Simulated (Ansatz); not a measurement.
**BaTiO3: density, localisation and related maps**

```yaml
crystal:
  lattice:
    - [3.94650, 0.00000, 0.00000]
    - [0.00000, 3.94650, 0.00000]
    - [0.00000, 0.00000, 7.92892]
  atoms:
    - { symbol: Ba, position: [0.00000, 0.00000, 0.00000] }
    - { symbol: Ba, position: [0.00000, 0.00000, 0.50000] }
    - { symbol: Ti, position: [0.50000, 0.50000, 0.25000] }
    - { symbol: Ti, position: [0.50000, 0.50000, 0.75000] }
    - { symbol: O, position: [0.50000, 0.50000, 0.00000] }
    - { symbol: O, position: [0.50000, 0.50000, 0.50000] }
    - { symbol: O, position: [0.50000, 0.00000, 0.25000] }
    - { symbol: O, position: [0.50000, 0.00000, 0.75000] }
    - { symbol: O, position: [0.00000, 0.50000, 0.25000] }
    - { symbol: O, position: [0.00000, 0.50000, 0.75000] }
```

Space group P4/mmm; computed pressure about 6 GPa in this cell; the program warned that no starting moments were given; spin-polarised, but the moments vanished.

The calculation used DFT, PAW plane waves, r2SCAN (Ansatz).

Core electrons are frozen (PAW), and the valence fields are smoothed inside the atomic spheres.

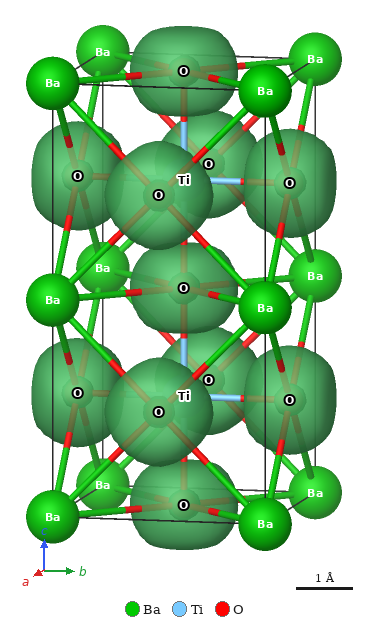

Figure 1. Isosurface of the ELF at 0.6 (green), seen slightly off an axis. Core shells and regions of very low density are left out. Sticks mark near contacts.

Where are the electrons localised?

Answer. At this value the surface marks out six regions wrapped around O (the valence shell of each), counted in one cell of 10 atoms. Regions shared between cells count once. Along the contacts the grid gives the following. Ti–O (1.97 Å): the ELF peaks at about 0.85 in the valence shell of O, 0.6 Å from its nucleus, and is about 0.20 at the midpoint: no localised pair shows between them. Ba–O (2.79 Å): the ELF is about 0.10 at the midpoint; an ionic contact with no shared pair.

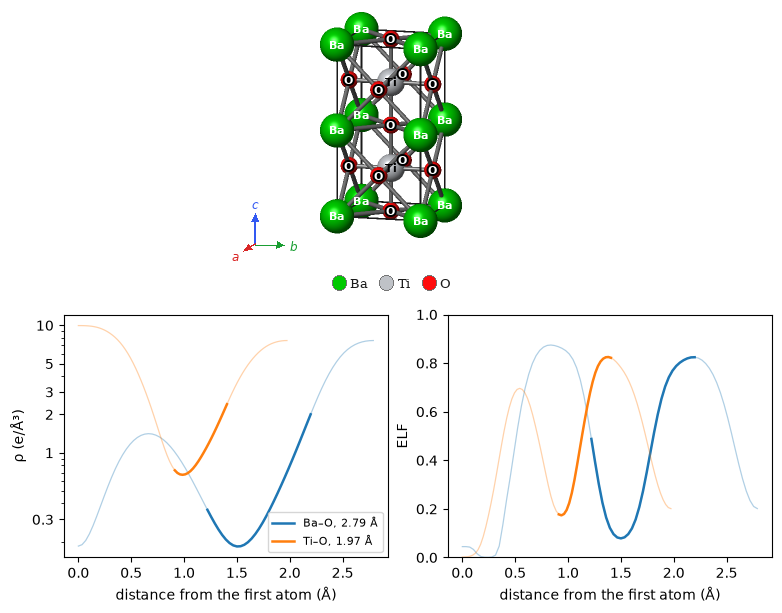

Figure 2. Valence pseudo-density and ELF along straight lines between neighbouring atoms. Thin, pale parts lie inside the atomic spheres. The structure is drawn too.

Compare the contacts.

Answer. Ba–O (2.79 Å): ρ is about 0.21 e/Å³ halfway; the ELF is about 0.10 at the midpoint (a largely ionic contact).
Ti–O (1.97 Å): ρ is about 0.67 e/Å³ halfway; the ELF peaks at about 0.85 in the valence shell of O, 0.6 Å from its nucleus, and is about 0.20 at the midpoint; no localised pair shows between them.

Which way does charge flow, and how much by Bader's partition?

Answer. Electrons move from Ba and Ti towards O. Bader charges: Ba +1.57, Ti +2.32 and O −1.30 e.
